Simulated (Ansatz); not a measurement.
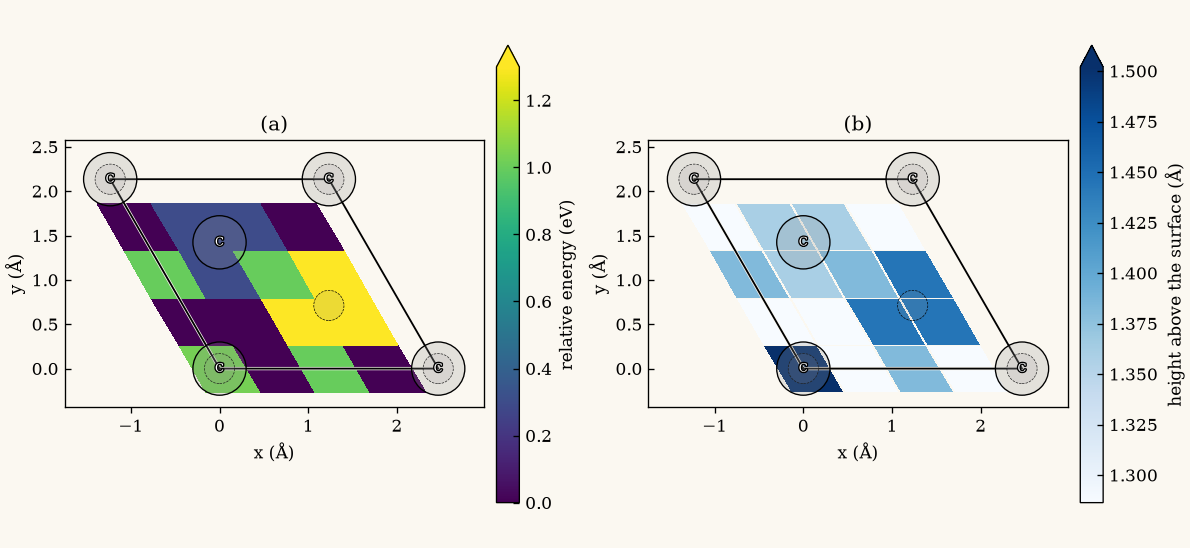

O on a C(001) slab cut from the P6_3/mmc phase (6 atoms of substrate and one adsorbate in a 1 × 1 cell). One O atom a 1 × 1 cell is placed over a mesh of places on the rigid (0 0 1) surface, and only its height is relaxed. Places are given modulo a cell vector. The map is drawn in real space over the plane of the surface. Grid: 4 × 4 points. All energies are given in eV relative to the lowest grid point. This mesh misses the points at thirds of the hexagonal cell. With one adsorbate in each 1 × 1 cell, its nearest image is 2.5 Å away, so neighbouring adsorbates interact. The calculation used DFT PBE+D3(BJ), scalar-relativistic, plane waves, PAW (Ansatz).

Panel (a) is the energy and panel (b) the computed height above the surface on the same grid.

In the figure: one coloured cell a grid point, labelled circles for the atoms of the top layer and small ones for the second layer, the outline of one cell of the plane, one colour for all values above the top of the scale.

**How does the height above the surface vary over the map, and what is it at the lowest grid point?**

It runs from 1.29 Å at (0/4, 1/4) of the cell vectors [nearest 1 C at 1.43 Å] to 1.50 Å at the top site over a surface C atom, (0/4, 0/4) of the cell vectors. At the lowest grid point, (0/4, 1/4) of the cell vectors [nearest 1 C at 1.43 Å], it is 1.29 Å.

```csv
"place along a₂ ↓, place along a₁ →",0/4,1/4,2/4,3/4
3/4,1.29,1.36,1.36,1.29
2/4,1.38,1.36,1.38,1.44
1/4,1.29,1.29,1.44,1.44
0/4,1.50,1.29,1.38,1.29
```
